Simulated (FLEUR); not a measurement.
System: Ta, space group Fm-3m (No. 225).

Structure:
```
Ta
1.0
     0.00000    2.11000    2.11000
     2.11000    0.00000    2.11000
     2.11000    2.11000    0.00000
Ta
1
Direct
  0.00000 0.00000 0.00000
```

Calculation (FLEUR MaX-R8.1 (later development tree)): all-electron LAPW DFT, no spin polarisation; energies at scaled volumes of the given cell, shape and fractions fixed, counted from the fit's minimum, third-order Birch-Murnaghan fit. Level: LDA.

k mesh 11×11×11; occupations Fermi–Dirac; smearing width 0.05 eV; potentials all electron; program settings basis FLAPW, kmax 4.1 1/bohr.

Describe the result: the energy against volume. The volume takes the values 17.66, 18.04, 18.79, 19.54, 19.92 Å³/atom.

A third-order Birch–Murnaghan fit gives V0 = 17.75 Å³/atom, B0 = 206 GPa and B′ = 3.5. The energy rises from 0 meV/atom at volume 17.66 Å³/atom to 143 meV/atom at 19.92 Å³/atom.

```tsv
volume (Å³/atom)	energy (meV/atom)
17.66	0
18.04	3
18.79	36
19.54	100
19.92	143
```

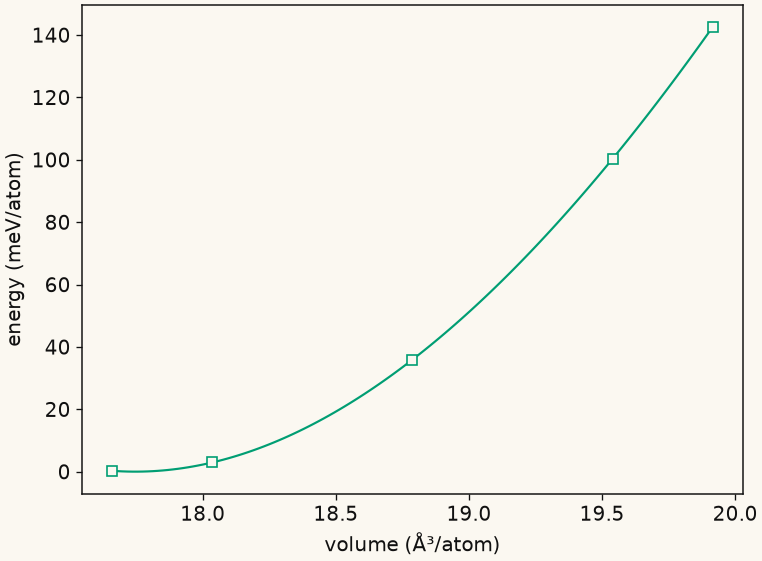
